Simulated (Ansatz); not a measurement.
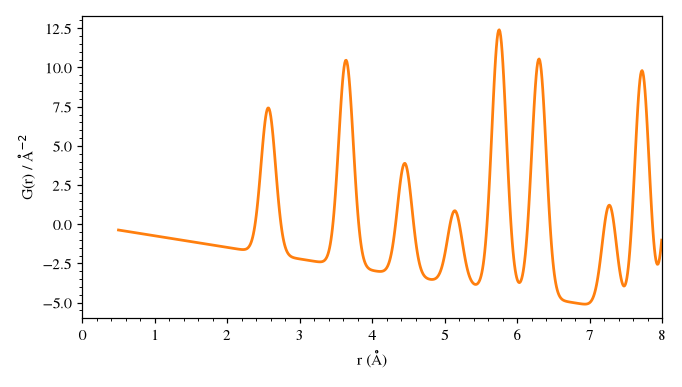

Simulated X-ray pair distribution function, G(r) = R(r)/r − 4πρ₀r, summed over the atomic distances of the structure with each pair weighted by the product of the atomic numbers (X-ray weights at Q = 0); every distance is a Gaussian of σ = 0.10 Å. There is no Q-range truncation.

Candidate structures:

A. 
```cif
data_structure
_symmetry_space_group_name_H-M 'Cmcm'
_symmetry_Int_Tables_number 63
_cell_length_a 2.7223
_cell_length_b 6.7915
_cell_length_c 3.6034
_cell_angle_alpha 90.000
_cell_angle_beta 90.000
_cell_angle_gamma 90.000
_cell_volume 66.62
loop_
_atom_site_label
_atom_site_type_symbol
_atom_site_symmetry_multiplicity
_atom_site_Wyckoff_symbol
_atom_site_fract_x
_atom_site_fract_y
_atom_site_fract_z
_atom_site_occupancy
Ir1 Ir 4 c 0.00000 0.64618 0.25000 1
```

B. 
Space group Pm-3n (No. 223). a = 5.032 Å, b = 5.032 Å, c = 5.032 Å, α = 90.00°, β = 90.00°, γ = 90.00°
```tsv
atom	site	symmetry	x	y	z
Ir	2a	m-3.	0.0000	0.0000	0.0000
Ir	6c	-4m.2	0.2500	0.0000	0.5000
```

C. 
```xyz
1
Lattice="2.5718 0.0000 0.0000 0.0000 2.5718 0.0000 0.0000 0.0000 2.5718" Properties=species:S:1:pos:R:3 pbc="T T T"
Ir    0.0000    0.0000    0.0000
```

D. 
```cif
data_structure
_symmetry_space_group_name_H-M 'P 1'
_symmetry_Int_Tables_number 1
_cell_length_a 2.7291
_cell_length_b 2.7291
_cell_length_c 4.4276
_cell_angle_alpha 90.000
_cell_angle_beta 90.000
_cell_angle_gamma 120.000
_cell_volume 28.56
loop_
_atom_site_label
_atom_site_type_symbol
_atom_site_fract_x
_atom_site_fract_y
_atom_site_fract_z
_atom_site_occupancy
Ir1 Ir 0.33333 0.66667 0.25000 1
Ir2 Ir 0.66667 0.33333 0.75000 1
```

Origins: A, the end point of a relaxation with DFT, BLYP, plane waves (420 eV) with PAW, scalar-relativistic in Ansatz 0.2.0; the starting structure was generated, so it need not be a known form of this composition; B, coordinates from a relaxation with DFT, BLYP, plane waves (420 eV) with PAW, scalar-relativistic (Ansatz 0.2.0); the starting structure was generated, so it need not be a known form of this composition; C, the input geometry of an electronic-structure calculation (not necessarily at equilibrium); the starting structure was generated, so it need not be a known form of this composition; D, the geometry relaxed with Ansatz, DFT, r2SCAN, plane waves (500 eV) with PAW, scalar-relativistic; the starting structure was generated, so it need not be a known form of this composition.

Which candidate gives this PDF?

Answer. Candidate C, Ir, Pm-3m (first clear peaks at 2.57 Å (Ir–Ir) and 3.64 Å (Ir–Ir)). The others: B would give first clear peaks at 2.81 Å (Ir–Ir) and 3.07 Å (Ir–Ir); A would give first clear peaks at 2.68 Å (Ir–Ir) and 3.68 Å (Ir–Ir); D would give first clear peaks at 2.72 Å (Ir–Ir) and 3.85 Å (Ir–Ir).
